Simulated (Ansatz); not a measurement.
SiC

The calculation's input:

```
crystal:
  lattice:
    - [2.856852842, 0.0, 0.0]
    - [-1.428426421, 2.474107136, 0.0]
    - [0.0, 0.0, 4.7019938879]
  atoms:
    - { symbol: Si, position: [0.0, 0.0, 0.0] }
    - { symbol: Si, position: [0.0, 0.0, 0.5] }
    - { symbol: C, position: [0.3333333333, 0.6666666667, 0.25] }
    - { symbol: C, position: [0.6666666667, 0.3333333333, 0.75] }
kpoints:
  mp_grid: { grid: [6, 6, 4] }
hamiltonian:
  xc: hse06
scf:
  occupations: { method: fermi_dirac, width: 0.02 }
  n_extra_bands: 5
output:
  forces: true
  stress: true
  eigenvalues: true
  write_density: true
  write_potential: true
  elf: true
  volumetric_format: npy
```

Run with:

```sh
ansatz run input.yaml --threads 4 --pin off --max-ram 3686MiB --backend cpu --events-out ev --progress --plain --runs-dir out
```

Below, planes, directions and counts refer to the conventional cell (a = 2.86 Å, b = 2.86 Å, c = 4.70 Å, α = 90.00°, β = 90.00°, γ = 120.00°).

Space group P6₃/mmc; started from the NiAs prototype, which need not be the ambient phase; computed pressure about −3 GPa in this cell.

Theory: DFT, HSE06, plane waves, PAW in Ansatz 0.2.0.

### What will maps of the valence pseudo-density and electron localisation function show?

Si–C (2.03 Å): ρ at the midpoint is about 0.69 e/Å³; the ELF peaks at about 0.85 between the atoms.
Si–Si (2.35 Å): ρ is about 0.4 e/Å³ halfway; the ELF is about 0.35 at the midpoint.

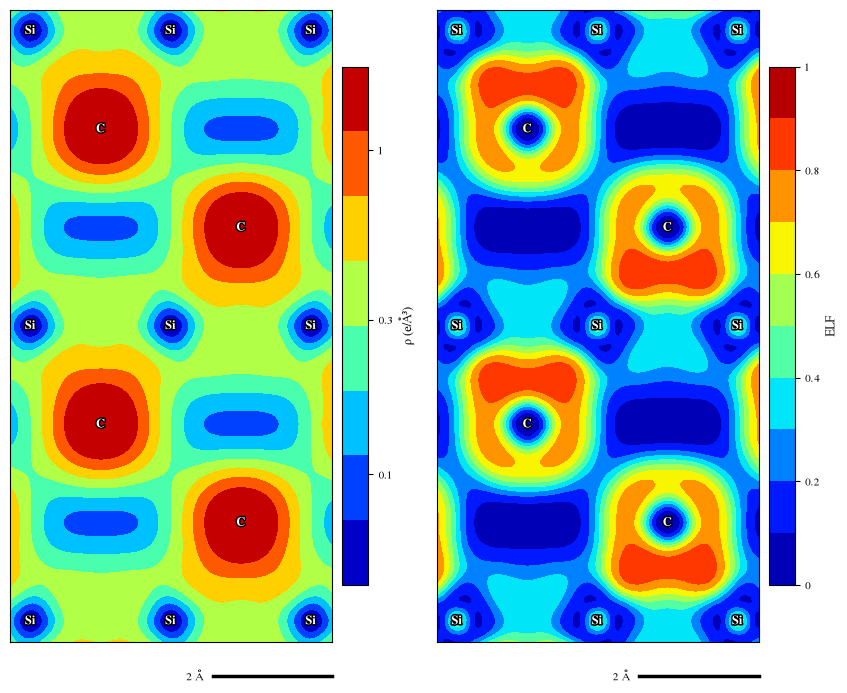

Computed valence pseudo-density and electron localisation function on the (110) plane of the conventional cell, in this order. 

The density is the valence pseudo-density of a PAW calculation; it isn't the true density close to the nuclei.
